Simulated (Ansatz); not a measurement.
System: Fe$_{2}$Co.

```cif
data_structure
_symmetry_space_group_name_H-M 'P 1'
_symmetry_Int_Tables_number 1
_cell_length_a 2.5105
_cell_length_b 2.5105
_cell_length_c 12.7621
_cell_angle_alpha 90.000
_cell_angle_beta 90.000
_cell_angle_gamma 120.000
_cell_volume 69.66
loop_
_atom_site_label
_atom_site_type_symbol
_atom_site_fract_x
_atom_site_fract_y
_atom_site_fract_z
_atom_site_occupancy
Fe1 Fe 0.33333 0.66667 0.08533 1
Fe2 Fe 0.33333 0.66667 0.41467 1
Fe3 Fe 0.66667 0.33333 0.58533 1
Fe4 Fe 0.66667 0.33333 0.91467 1
Co1 Co 0.33333 0.66667 0.75000 1
Co2 Co 0.66667 0.33333 0.25000 1
```

Space group P6₃/mmc; a structure generated by program, which may or may not match a known phase; spin-polarised.

These are results of DFT PBE, scalar-relativistic, plane waves, PAW in Ansatz 0.2.0, not measurements.

**What will maps of the valence pseudo-density, electron localisation function and spin density show?**

Fe–Fe (2.51 Å): the density is about 0.33 e/Å³ at the midpoint; the ELF is about 0.25 at the midpoint; no localised pair shows between them.
Co–Co (2.51 Å): ρ is about 0.32 e/Å³ halfway; the ELF is about 0.25 at the midpoint; no localised pair shows between them.
The spin density sits on Fe: +2.5 μB (×4); Co: +1.7 μB (×2) in one cell of 6 atoms: parallel main moments (a ferromagnetic arrangement) in this solution. The cell of the calculation (6 atoms) carries 13.4 μB of net spin moment.

**Does the calculation give a band gap?**

It is gapless in this calculation (a metal or semimetal).

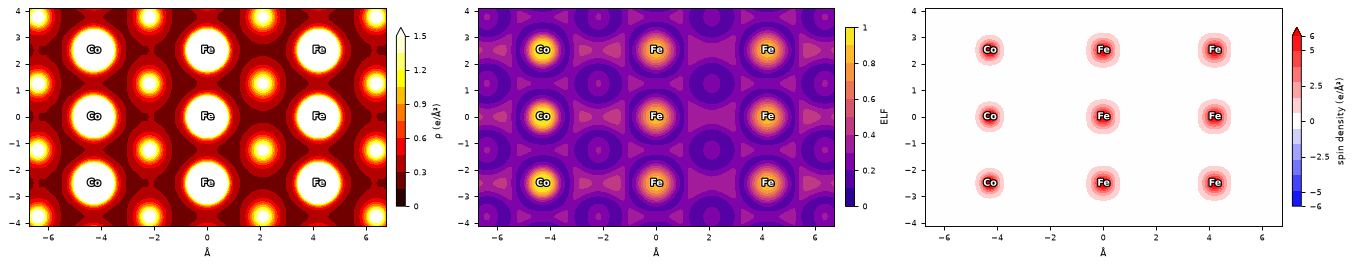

Computed valence pseudo-density, electron localisation function and spin density on the (11̄0) plane of the conventional cell, in this order. Atoms just off the plane (Fe, 0.7 Å away and Co, 0.7 Å away) can leave unmarked features too.

In a PAW calculation such maps are meaningful between the atoms, not at the nuclei.
